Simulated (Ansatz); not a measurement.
**Σ5 (310) boundary in bcc Mo with N (interstitial): structure and resistance**

How much does the Σ5 (310) boundary in bcc Mo with N (interstitial) reflect electrons?

Program: Ansatz 0.2.0. Level of theory: Ansatz plane-wave DFT, PBE, PAW files; relaxation of a bicrystal slab with its lowest layers held; PAW set soft_1, in the first sound run; inputs show where later runs differ. Results are calculated unless marked as measured.

### Step 1. Set-up

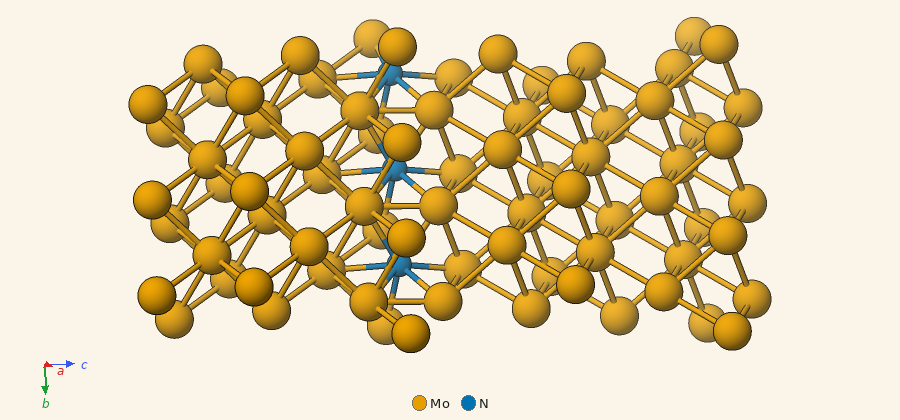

The cell as given, from the side, with the c axis across the page (molybdenum orange, nitrogen blue). 1×3×1 cells are drawn. Some periodic images of atoms are drawn too.

The cell holds 21 atoms: 20 Mo and 1 N. Cell: a = 5.219 Å, b = 3.147 Å, c = 30.308 Å, α = 90.0°, β = 90.0°, γ = 72.5°. It derives from Mo. built on the (3 1 0) plane; 1 overlapping atoms removed and the grains opened by 0.4 Å. Vacuum lies along c.

### Step 2. Relaxing the bicrystal

The boundary is built by mirroring the lower grain in the boundary plane and removing any atoms that overlap; then the N is put in at the boundary. A thin bicrystal slab is relaxed first, with the lowest layers held and the upper grain free to shift and open.

Input file input.yaml:

```yaml
crystal:
  lattice:
    - [5.2187091076, 0.0, 0.0]
    - [0.9488562014, 3.0005467684, 0.0]
    - [0.0, 0.0, 30.3082068143]
  atoms:
    - { symbol: Mo, position: [0.7999999999, 0.6000000001, 0.1649718187] }
    - { symbol: Mo, position: [0.1999999999, 0.9, 0.1978067794] }
    - { symbol: Mo, position: [0.5999999999, 0.2, 0.2306417401] }
    - { symbol: Mo, position: [1.0, 0.5, 0.2634767008] }
    - { symbol: Mo, position: [0.4, 0.8, 0.2963116615] }
    - { symbol: Mo, position: [0.8, 0.1, 0.3291466222] }
    - { symbol: Mo, position: [0.2, 0.4, 0.3619815829] }
    - { symbol: Mo, position: [0.6, 0.7, 0.3948165436] }
    - { symbol: Mo, position: [0.0, 0.0, 0.4276515043] }
    - { symbol: "N", position: [0.3333333333, 0.3333333333, 0.4359000953] }
    - { symbol: Mo, position: [0.6, 0.7, 0.4736842105] }
    - { symbol: Mo, position: [0.2, 0.4, 0.5065191712] }
    - { symbol: Mo, position: [0.8, 0.1, 0.5393541319] }
    - { symbol: Mo, position: [0.4, 0.8, 0.5721890926] }
    - { symbol: Mo, position: [1.0, 0.5, 0.6050240533] }
    - { symbol: Mo, position: [0.5999999999, 0.2, 0.637859014] }
    - { symbol: Mo, position: [0.1999999999, 0.9, 0.6706939747] }
    - { symbol: Mo, position: [0.7999999999, 0.6000000001, 0.7035289354] }
    - { symbol: Mo, position: [0.3999999999, 0.3000000001, 0.7363638961] }
    - { symbol: Mo, position: [0.9999999999, 1.0e-10, 0.7691988568] }
    - { symbol: Mo, position: [0.5999999999, 0.7000000001, 0.8020338175] }
kpoints:
  mp_grid: { grid: [8, 8, 1] }
hamiltonian:
  xc: pbe
  pseudopotentials: { kind: paw, azcp: { folder: soft_1 } }
scf:
  occupations: { method: fermi_dirac, width: 0.1 }
relax:
  f_tol: 0.03
  max_steps: 80
  constraints: [{ sites: [0, 1, 2, 3] }]
```

On the command line:

```bash
$ ansatz run input.yaml --threads 4 --pin off --max-ram 15360MiB --backend cpu --events-out ev --progress --plain --runs-dir out
```

Numbers of over 12 decimals in the logs are rounded to 6 here.

What it wrote:

```text
Engine: ansatz 0.2.0, aarch64-unknown-linux-gnu
Pseudopotentials: kind: paw
Pseudopotential: Mo, paw, valence charge 14, recommended cutoff 420 eV (normal), soft_1/Mo.paw.azcp
Pseudopotential: N, paw, valence charge 5, recommended cutoff 420 eV (normal), soft_1/N.paw.azcp
Functional definition: PBE
  parameter kappa = 0.804
  parameter beta = 0.066725
  exchange = pbe_x(kappa = kappa, mu = beta*pi^2/3)
  correlation = pbe_c(beta = beta)
Crystal: 21 atoms, lattice volume = 474.596 Å³
Basis set: ecut = 420 eV, 9333 PW (Γ), exchange–correlation on 72×48×432 points (8 copies of the dense FFT grid, shifted against one another)
Bands: 171, of which v1, the nominal top of the filled ones, is band 143 counted from 1 (142 counted from 0)
Symmetry: 2 space group operations
Space group: Cm (ITA 8), of the structure as read, at distance tolerance 7.8e-5 Å
k-points: 21 of 64 (time reversal used)
Non-local potential: Mo, projectors of the file, l = 0: 3, l = 1: 2, l = 2: 2, l = 3: 1
Non-local potential: N, projectors of the file, l = 0: 2, l = 1: 2, l = 2: 1
PAW form: soft (Blöchl's): semilocal exchange-correlation on the pseudo side does not see the compensation charge
PAW one-centre angular grid: Mo, 590 points (default); XC on 64 Gauss nodes
PAW one-centre angular grid: N, 110 points (default); XC on 64 Gauss nodes
Initial density: superposition of atomic densities (neutral atoms: chi_scale 0, normalization atom)
Initial wavefunctions: pseudopotential atomic-orbital guess
Functional: x = pbe(κ = 0.804, μ = 0.219515), c = pbe(β = 0.066725)
SCF iter   1: F=—  HF=-99515.036518 eV  |F-HF|=—  |Δ(HF+E_count)|=         —  Δρ=9.54e-2  dr2=2.23e2  ethr=3.10e-3  ⟨swp⟩=8.0  Hψ=15769  notcnv=0
preconditioner: auto → LDOS  [metal: Δε(μ)=0.009 eV  Ē_g=4.883 eV  σ=0.100 eV  W_gap=0.02  n_scr=118 (ndim 8)  ℏωp=19.1 eV  f_vac=0.276  D(μ)=15.37/eV (n_scr^D=104)  β→1.0]
SCF iter   2: F=—  HF=-99507.118223 eV  |F-HF|=—  |Δ(HF+E_count)|=    7.92e0  Δρ=7.63e-2  dr2=2.80e2  ethr=3.10e-3  ⟨swp⟩=4.4  Hψ=9894  notcnv=0
SCF iter   3: F=—  HF=-99497.692306 eV  |F-HF|=—  |Δ(HF+E_count)|=    9.43e0  Δρ=1.38e-2  dr2=4.35e0  ethr=3.10e-3  ⟨swp⟩=4.3  Hψ=8697  notcnv=0  defer=1
SCF iter   4: F=—  HF=-99497.467663 eV  |F-HF|=—  |Δ(HF+E_count)|=   2.25e-1  Δρ=4.57e-3  dr2=1.45e-1  ethr=1.53e-3  ⟨swp⟩=2.5  Hψ=5247  notcnv=0
SCF iter   5: F=—  HF=-99497.433389 eV  |F-HF|=—  |Δ(HF+E_count)|=   3.43e-2  Δρ=1.56e-3  dr2=7.68e-2  ethr=5.07e-5  ⟨swp⟩=3.0  Hψ=7394  notcnv=0
SCF iter   6: F=—  HF=-99497.431137 eV  |F-HF|=—  |Δ(HF+E_count)|=   2.25e-3  Δρ=6.48e-4  dr2=1.62e-2  ethr=2.69e-5  ⟨swp⟩=2.5  Hψ=4761  notcnv=0
SCF iter   7: F=—  HF=-99497.432276 eV  |F-HF|=—  |Δ(HF+E_count)|=   1.14e-3  Δρ=1.68e-4  dr2=4.36e-4  ethr=5.69e-6  ⟨swp⟩=1.4  Hψ=3722  notcnv=0
SCF iter   8: F=—  HF=-99497.432326 eV  |F-HF|=—  |Δ(HF+E_count)|=   4.99e-5  Δρ=8.21e-5  dr2=2.95e-4  ethr=1.53e-7  ⟨swp⟩=3.3  Hψ=7040  notcnv=0
SCF iter   9: F=-99497.432324 eV  HF=-99497.432329 eV  |F-HF|=4.76e-6  |Δ(HF+E_count)|=   2.95e-6  Δρ=2.83e-5  dr2=1.06e-5  ethr=7.89e-9  ⟨swp⟩=4.1  Hψ=13971  notcnv=0
SCF 1 converged in 9 iterations: F = -99497.432324 eV  dr2 = 1.06e-5
  greatest PAW one-centre occupation: 0.999 electrons in one spin orbital (limit 2), on the Mo atom at site 13 (counted from 0), in its partial waves of l = 0
relax step   1: F+E_penalty+E_count = -99497.43232401 eV  Δ(F+E_penalty+E_count) = +0.000e0 eV  max|allowed force component| = 1.872e0 eV/Å  Δτ_max = 0.0000 Å  (9 SCF iters, dr2 threshold 2.25e-5 eV, accepted)
Initial density: handed on by an earlier stage of this run
Initial wavefunctions: those handed on with the density
iter 1 solved again at ethr=8.55e-4 eV; its pass at ethr=3.10e-3 eV (dr2=2.44e0 eV) is discarded
SCF iter   1: F=—  HF=-99498.089482 eV  |F-HF|=—  |Δ(HF+E_count)|=         —  Δρ=1.23e-2  dr2=2.71e0  ethr=8.55e-4  ⟨swp⟩=1.6  Hψ=11807  notcnv=0
eigensolver tolerance schedule calibrated: the retry pair's looser diagonalisation under-reported the residual by θ = 0.10 (0.18/decade); ethr = c·dr2/N_el runs at the constant in force after the calibration composes with the one it found (an armed cap, an earlier calibration), c = 3.0e-2
preconditioner: auto → LDOS  [metal: Δε(μ)=0.004 eV  Ē_g=4.286 eV  σ=0.100 eV  W_gap=0.01  n_scr=118 (ndim 8)  ℏωp=19.1 eV  f_vac=0.283  D(μ)=16.94/eV (n_scr^D=124)  β→1.0]
SCF iter   2: F=—  HF=-99498.015690 eV  |F-HF|=—  |Δ(HF+E_count)|=   7.38e-2  Δρ=5.02e-3  dr2=2.69e-1  ethr=2.88e-4  ⟨swp⟩=4.5  Hψ=7386  notcnv=0
SCF iter   3: F=—  HF=-99497.984562 eV  |F-HF|=—  |Δ(HF+E_count)|=   3.11e-2  Δρ=2.02e-3  dr2=4.92e-2  ethr=2.85e-5  ⟨swp⟩=3.2  Hψ=7989  notcnv=0  defer=1
SCF iter   4: F=—  HF=-99497.976284 eV  |F-HF|=—  |Δ(HF+E_count)|=   8.28e-3  Δρ=4.03e-4  dr2=1.79e-3  ethr=5.21e-6  ⟨swp⟩=3.0  Hψ=7256  notcnv=0
SCF iter   5: F=—  HF=-99497.976203 eV  |F-HF|=—  |Δ(HF+E_count)|=   8.09e-5  Δρ=1.09e-4  dr2=1.41e-4  ethr=1.89e-7  ⟨swp⟩=3.0  Hψ=7239  notcnv=0
SCF iter   6: F=-99497.976248 eV  HF=-99497.976249 eV  |F-HF|=8.68e-7  |Δ(HF+E_count)|=   4.65e-5  Δρ=4.67e-5  dr2=1.85e-5  ethr=1.06e-8  ⟨swp⟩=2.8  Hψ=14337  notcnv=0
SCF 2 converged in 6 iterations: F = -99497.976248 eV  dr2 = 1.85e-5
  greatest PAW one-centre occupation: 0.999 electrons in one spin orbital (limit 2), on the Mo atom at site 12 (counted from 0), in its partial waves of l = 0
relax step   2: F+E_penalty+E_count = -99497.97624838 eV  Δ(F+E_penalty+E_count) = -5.439e-1 eV  max|allowed force component| = 6.647e-1 eV/Å  Δτ_max = 0.1949 Å  (6 SCF iters, dr2 threshold 1.00e-4 eV, accepted)
iter 1 solved again at ethr=5.41e-4 eV; its pass at ethr=3.10e-3 eV (dr2=1.54e0 eV) is discarded
SCF iter   1: F=—  HF=-99498.141665 eV  |F-HF|=—  |Δ(HF+E_count)|=         —  Δρ=9.80e-3  dr2=1.52e0  ethr=5.41e-4  ⟨swp⟩=1.6  Hψ=11248  notcnv=0
preconditioner: auto → LDOS  [metal: Δε(μ)=0.018 eV  Ē_g=4.278 eV  σ=0.100 eV  W_gap=0.04  n_scr=118 (ndim 8)  ℏωp=19.1 eV  f_vac=0.281  D(μ)=16.89/eV (n_scr^D=124)  β→1.0]
SCF iter   2: F=—  HF=-99498.099656 eV  |F-HF|=—  |Δ(HF+E_count)|=   4.20e-2  Δρ=3.94e-3  dr2=1.67e-1  ethr=5.35e-4  ⟨swp⟩=3.8  Hψ=6457  notcnv=0  defer=1
SCF iter   3: F=—  HF=-99498.078948 eV  |F-HF|=—  |Δ(HF+E_count)|=   2.07e-2  Δρ=2.03e-3  dr2=3.98e-2  ethr=5.87e-5  ⟨swp⟩=2.8  Hψ=6904  notcnv=0
SCF iter   4: F=—  HF=-99498.072018 eV  |F-HF|=—  |Δ(HF+E_count)|=   6.93e-3  Δρ=4.94e-4  dr2=1.33e-3  ethr=1.40e-5  ⟨swp⟩=3.0  Hψ=6801  notcnv=0
SCF iter   5: F=—  HF=-99498.072329 eV  |F-HF|=—  |Δ(HF+E_count)|=   3.11e-4  Δρ=9.62e-5  dr2=4.39e-5  ethr=4.67e-7  ⟨swp⟩=2.4  Hψ=6486  notcnv=0
SCF iter   6: F=-99498.072315 eV  HF=-99498.072320 eV  |F-HF|=5.50e-6  |Δ(HF+E_count)|=   8.83e-6  Δρ=3.09e-5  dr2=8.99e-6  ethr=9.69e-9  ⟨swp⟩=5.0  Hψ=12788  notcnv=0
SCF 3 converged in 6 iterations: F = -99498.072315 eV  dr2 = 8.99e-6
relax step   3: F+E_penalty+E_count = -99498.07231476 eV  Δ(F+E_penalty+E_count) = -9.607e-2 eV  max|allowed force component| = 2.977e-1 eV/Å  Δτ_max = 0.1085 Å  (6 SCF iters, dr2 threshold 2.76e-5 eV, accepted)
[...]
relax step   4: F+E_penalty+E_count = -99498.09596936 eV  Δ(F+E_penalty+E_count) = -2.365e-2 eV  max|allowed force component| = 1.380e-1 eV/Å  Δτ_max = 0.0729 Å  (6 SCF iters, dr2 threshold 1.12e-5 eV, accepted)
[...]
relax step   5: F+E_penalty+E_count = -99498.09979214 eV  Δ(F+E_penalty+E_count) = -3.823e-3 eV  max|allowed force component| = 7.508e-2 eV/Å  Δτ_max = 0.0373 Å  (5 SCF iters, dr2 threshold 3.82e-6 eV, accepted)
[...]
relax step   6: F+E_penalty+E_count = -99498.10277879 eV  Δ(F+E_penalty+E_count) = -2.987e-3 eV  max|allowed force component| = 4.153e-2 eV/Å  Δτ_max = 0.0197 Å  (6 SCF iters, dr2 threshold 1.21e-6 eV, accepted)
SCF iter   1: F=—  HF=-99498.102756 eV  |F-HF|=—  |Δ(HF+E_count)|=         —  Δρ=6.94e-4  dr2=3.87e-3  ethr=5.34e-5  ⟨swp⟩=2.1  Hψ=4985  notcnv=0
preconditioner: auto → LDOS  [metal: Δε(μ)=0.034 eV  Ē_g=4.273 eV  σ=0.100 eV  W_gap=0.09  n_scr=118 (ndim 8)  ℏωp=19.1 eV  f_vac=0.279  D(μ)=16.84/eV (n_scr^D=124)  β→1.0]
SCF iter   2: F=—  HF=-99498.102641 eV  |F-HF|=—  |Δ(HF+E_count)|=   1.15e-4  Δρ=2.63e-4  dr2=5.60e-4  ethr=1.36e-6  ⟨swp⟩=2.0  Hψ=5473  notcnv=0
SCF iter   3: F=—  HF=-99498.102544 eV  |F-HF|=—  |Δ(HF+E_count)|=   9.66e-5  Δρ=1.11e-4  dr2=1.29e-4  ethr=1.96e-7  ⟨swp⟩=3.0  Hψ=6802  notcnv=0
SCF iter   4: F=—  HF=-99498.102518 eV  |F-HF|=—  |Δ(HF+E_count)|=   2.60e-5  Δρ=2.48e-5  dr2=3.83e-6  ethr=4.52e-8  ⟨swp⟩=3.0  Hψ=6188  notcnv=0
SCF iter   5: F=—  HF=-99498.103324 eV  |F-HF|=—  |Δ(HF+E_count)|=   8.06e-4  Δρ=5.75e-6  dr2=1.51e-7  ethr=1.34e-9  ⟨swp⟩=2.6  Hψ=6885  notcnv=0
SCF iter   6: F=-99498.103324 eV  HF=-99498.103324 eV  |F-HF|=2.49e-8  |Δ(HF+E_count)|=   7.75e-8  Δρ=2.25e-6  dr2=5.06e-8  ethr=3.51e-11  ⟨swp⟩=5.2  Hψ=13463  notcnv=0
SCF 7 converged in 6 iterations: F = -99498.103324 eV  dr2 = 5.06e-8
relax step   7: F+E_penalty+E_count = -99498.10332398 eV  Δ(F+E_penalty+E_count) = -5.452e-4 eV  max|allowed force component| = 1.889e-2 eV/Å  Δτ_max = 0.0089 Å  (6 SCF iters, accepted)
SCF converged after 6 iterations
Free energy (F): -99498.103324 eV
Harris-Foulkes:  -99498.103324 eV  (|F-HF|=2.49e-8)
Internal energy: -99497.545308 eV  (E = F + TS)
E sigma→0 (E₀):  -99497.824316 eV
Entropy (-TS):   -0.558016 eV (-26.572 meV/atom)
Fermi energy:    12.840018 eV
--- Per-component energies (eV) ---
  E_band       = -3380.866205
  E_kinetic    = 8555.775347
  E_local      = -266748.669667  (includes V_loc(G=0)·N_el)
  E_nonlocal   = 3006.675554
  E_hartree    = 129739.060597
  E_xc         = -3574.257365
  E_vxc        = -4456.366372  (∫ρ·V_xc dr)
  E_paw        = -64365.195455  (= ΣΔE_a)
  E_vpaw       = -3216.433486  (= ΣTr[D̂ρ^β])
  E_aug_tail   = 0.001833  (compensation charges beyond the density's cutoff)
  E_ewald      = 93889.063849
  E_smearing   = -0.558016  (= −TS)
  E_closure    = 0.000000  (closes the sum)
  Σ components = -99498.103324   (vs F -99498.103324, Δ=0.00e0)
--- Forces (eV/Å), atoms counted from 1 ---
  atom   1  Mo     0.32347805    -0.10229274     1.80581517
  atom   2  Mo    -0.50278948     0.15899600    -0.37015569
  atom   3  Mo     0.12794761    -0.04046059    -1.00000109
  atom   4  Mo     0.05128157    -0.01621666    -0.43594197
  atom   5  Mo     0.00147812    -0.00046742     0.00074747
  atom   6  Mo     0.00546306    -0.00172757    -0.00259501
  atom   7  Mo     0.00653473    -0.00206646     0.00647247
  atom   8  Mo    -0.01185799     0.00374983     0.00406313
  atom   9  Mo    -0.00192631     0.00060915    -0.00372330
  atom  10  N     -0.00236043     0.00074643    -0.00794602
  atom  11  Mo     0.01388914    -0.00439213    -0.00600479
  atom  12  Mo    -0.00639490     0.00202225     0.01888615
  atom  13  Mo    -0.00905093     0.00286216     0.00135641
  atom  14  Mo    -0.00051298     0.00016222    -0.00699319
  atom  15  Mo     0.00218694    -0.00069157    -0.00379837
  atom  16  Mo    -0.00114732     0.00036281    -0.00307410
  atom  17  Mo     0.00488649    -0.00154524     0.00814487
  atom  18  Mo    -0.00299425     0.00094687    -0.00514599
  atom  19  Mo     0.00987442    -0.00312257    -0.00626984
  atom  20  Mo    -0.00419085     0.00132526     0.00166454
  atom  21  Mo    -0.00378416     0.00119666     0.00453140
  max |Σ_I F_I| component: 3.23e-5 eV/Å
--- Relaxed structure (7 steps of the walk, 7 accepted, 0 SCFs on fresh bases) ---
  F+E_penalty+E_count = -99498.10332398 eV   max|allowed force component| = 1.889e-2 eV/Å
  atoms:
    - { symbol: Mo, position: [0.7999999999, 0.600000, 0.1649718187] }
    - { symbol: Mo, position: [0.1999999999, 0.900000, 0.1978067794] }
    - { symbol: Mo, position: [0.5999999999, 0.200000, 0.2306417401] }
    - { symbol: Mo, position: [1.0, 0.5, 0.2634767008] }
    - { symbol: Mo, position: [0.399238, 0.800381, 0.296175] }
    - { symbol: Mo, position: [0.800297, 0.099851, 0.330050] }
    - { symbol: Mo, position: [0.189425, 0.405287, 0.362594] }
    - { symbol: Mo, position: [0.596419, 0.701790, 0.393612] }
    - { symbol: Mo, position: [0.030813, -0.015406, 0.436067] }
    - { symbol: N, position: [0.339568, 0.330216, 0.435840] }
    - { symbol: Mo, position: [0.590166, 0.704917, 0.477542] }
    - { symbol: Mo, position: [0.184633, 0.407683, 0.508925] }
    - { symbol: Mo, position: [0.794888, 0.102556, 0.541589] }
    - { symbol: Mo, position: [0.392060, 0.803970, 0.575354] }
    - { symbol: Mo, position: [0.994396, 0.502802, 0.608193] }
    - { symbol: Mo, position: [0.595944, 0.202028, 0.640976] }
    - { symbol: Mo, position: [0.198065, 0.900967, 0.674381] }
    - { symbol: Mo, position: [0.797448, 0.601276, 0.706857] }
    - { symbol: Mo, position: [0.393876, 0.303062, 0.741317] }
    - { symbol: Mo, position: [0.985275, 0.00736275, 0.773522] }
    - { symbol: Mo, position: [0.610330, 0.694835, 0.799624] }
```

Elapsed: 6.1 min, on 4 threads of Arm Neoverse V1, shared host; peak memory 2.4 GiB; 24 min of CPU time.

This run has no spin polarisation although its electron count is odd.

The steps of the relaxation:

```
step  energy less that of the first step (eV)  largest force component (eV/Å)
   1                                   0.0000                          1.8725
   2                                  -0.5439                          0.6647
   3                                  -0.6400                          0.2977
   4                                  -0.6636                          0.1380
   5                                  -0.6675                          0.0751
   6                                  -0.6705                          0.0415
   7                                  -0.6710                          0.0189
```

The run keeps the 2 symmetry operations that it works with, so distortions that break them were not tested.

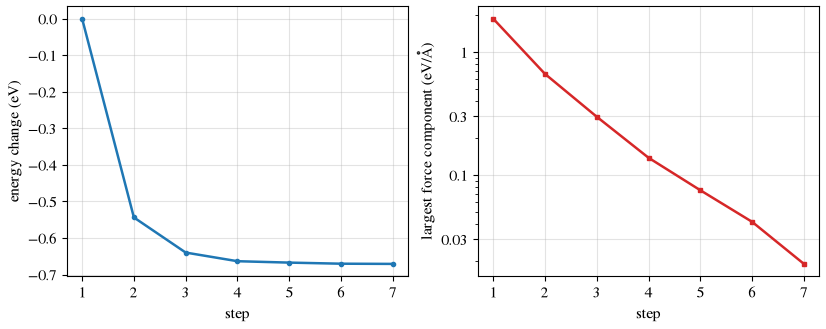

Energy and largest force along the relaxation.

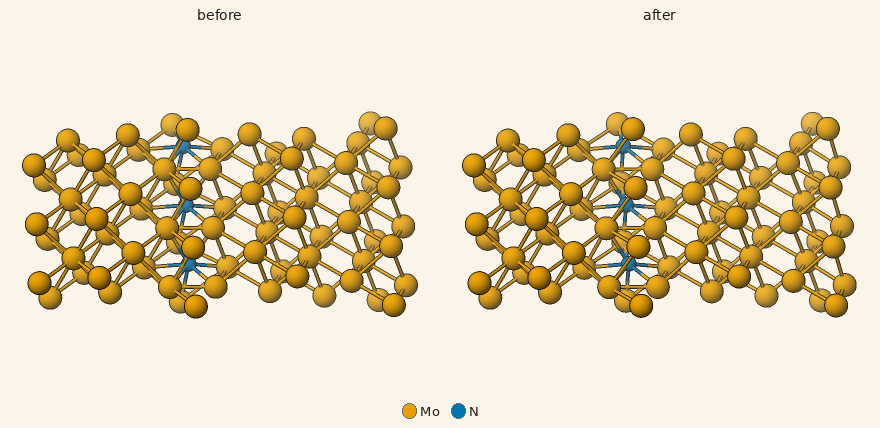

Before and after, at one scale.

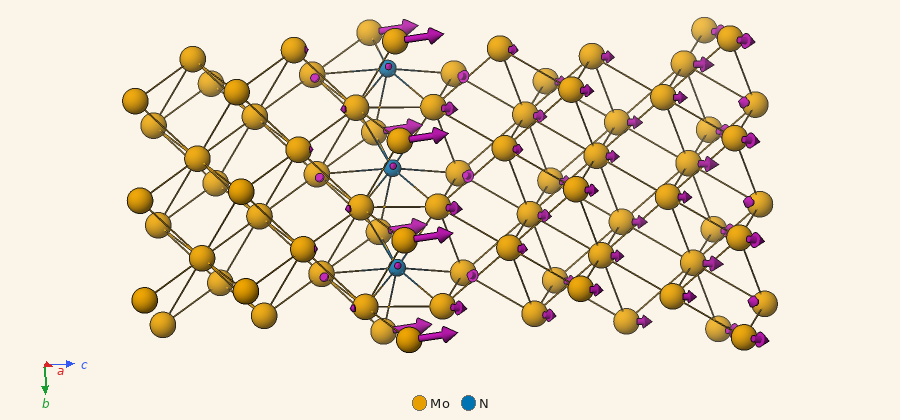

Displacements in the relaxation, exaggerated; the longest in the cell stands for 0.30 Å. 1×3×1 cells are drawn. Some periodic images of atoms are drawn too.

The atoms that moved most (Å):

```
atom      dx      dy     dz  length
 Mo9   0.146  -0.046  0.255   0.298
Mo19  -0.029   0.009  0.150   0.153
Mo20  -0.070   0.022  0.131   0.150
Mo11  -0.047   0.015  0.117   0.127
Mo17  -0.009   0.003  0.112   0.112
Mo12  -0.073   0.023  0.073   0.106
Mo14  -0.038   0.012  0.096   0.104
Mo18  -0.012   0.004  0.101   0.102
```

Final coordinates:

```cif
data_structure
_symmetry_space_group_name_H-M 'P 1'
_symmetry_Int_Tables_number 1
_cell_length_a 5.2187
_cell_length_b 3.1470
_cell_length_c 30.3082
_cell_angle_alpha 90.000
_cell_angle_beta 90.000
_cell_angle_gamma 72.452
_cell_volume 474.60
loop_
_atom_site_label
_atom_site_type_symbol
_atom_site_fract_x
_atom_site_fract_y
_atom_site_fract_z
_atom_site_occupancy
Mo1 Mo 0.80000 0.60000 0.16497 1
Mo2 Mo 0.20000 0.90000 0.19781 1
Mo3 Mo 0.60000 0.20000 0.23064 1
Mo4 Mo 0.00000 0.50000 0.26348 1
Mo5 Mo 0.39924 0.80038 0.29618 1
Mo6 Mo 0.80030 0.09985 0.33005 1
Mo7 Mo 0.18943 0.40529 0.36259 1
Mo8 Mo 0.59642 0.70179 0.39361 1
Mo9 Mo 0.03081 0.98459 0.43607 1
N10 N 0.33957 0.33022 0.43584 1
Mo11 Mo 0.59017 0.70492 0.47754 1
Mo12 Mo 0.18463 0.40768 0.50893 1
Mo13 Mo 0.79489 0.10256 0.54159 1
Mo14 Mo 0.39206 0.80397 0.57535 1
Mo15 Mo 0.99440 0.50280 0.60819 1
Mo16 Mo 0.59594 0.20203 0.64098 1
Mo17 Mo 0.19807 0.90097 0.67438 1
Mo18 Mo 0.79745 0.60128 0.70686 1
Mo19 Mo 0.39388 0.30306 0.74132 1
Mo20 Mo 0.98527 0.00736 0.77352 1
Mo21 Mo 0.61033 0.69483 0.79962 1
```

This step gave:

- free energy: -99498.1033 eV
- energy at zero smearing: -99497.8243 eV
- Fermi energy: 12.84 eV

The largest force component on a free atom ends at 0.019 eV/Å, under the tolerance of 0.03, after 7 steps.

(Continued in part 2 of 2.)

[Logs are printed without paths, hosts, clocks, repeated set-up lines and the standing remarks that a program may print on its own settings, such as how far it seeks lower states.]

[Hosts, paths, dates, database ids (printed as entryN), source tags and the programs' standing remarks are cut or masked in the printed files.]
